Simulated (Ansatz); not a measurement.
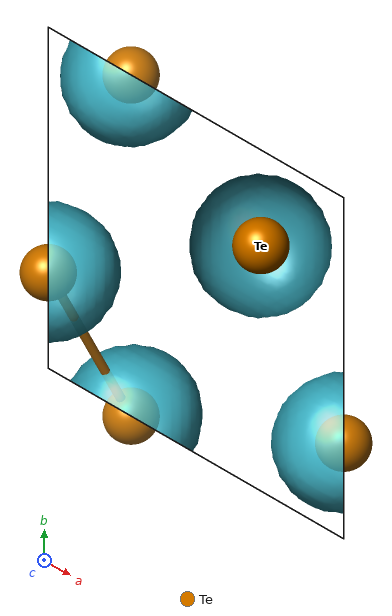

Te. Isosurface of the valence electron density at 0.8 e/Å³ (cyan), seen along the c axis. Sticks mark near contacts.

Space group P3₁21; changed on purpose from its base cell (volume × 0.91, shape and atoms relaxed); computed pressure about 3 GPa in this cell.

Theory: DFT r2SCAN+D3(BJ), scalar-relativistic, plane waves, PAW in Ansatz 0.2.0.

Core electrons are frozen (PAW), and the valence fields are smoothed inside the atomic spheres.

Input file:

```
crystal:
  lattice:
    - [4.2901598069, 0.0, 0.0]
    - [-2.1450799035, 3.715387379, 0.0]
    - [0.0, 0.0, 5.8808509013]
  atoms:
    - { symbol: Te, position: [0.2747245474, 0.0, 0.3333333333] }
    - { symbol: Te, position: [0.0, 0.2747245474, 0.6666666667] }
    - { symbol: Te, position: [0.7252754526, 0.7252754526, 0.0] }
basis:
  ecutwfc: 500
kpoints:
  mp_grid: { grid: [9, 9, 6] }
hamiltonian:
  xc: r2scan
  dispersion: d3bj
scf:
  occupations: { method: gaussian, width: 0.02 }
output:
  forces: true
  stress: true
  eigenvalues: true
  write_density: true
  write_potential: true
  elf: true
  volumetric_format: npy
relax:
  adjacent_minimum: "off"
  f_tol: 0.01
  max_steps: 30
  cell: { stress_tol: 0.1, fix: [volume] }
```

Command:

```sh
ansatz run input.yaml --threads 2 --pin off --max-ram 5120MiB --backend cpu --events-out ev --progress --plain --runs-dir out
```

Below, planes, directions and counts refer to the conventional cell (a = 4.27 Å, b = 4.27 Å, c = 5.95 Å, α = 90.00°, β = 90.00°, γ = 120.00°).

The fields are those of the run's last geometry, not of the input's.

### How is the density connected at this value?

At this value the density breaks into separate islands; it holds about 65 % of the electrons treated as valence. It bridges none of the near contacts. It is pinched off along the sampled Te–Te (2.87 Å) contacts. On the grid the lowest density along these lines, outside the cores, is 0.39 e/Å³ (Te–Te, 2.87 Å).
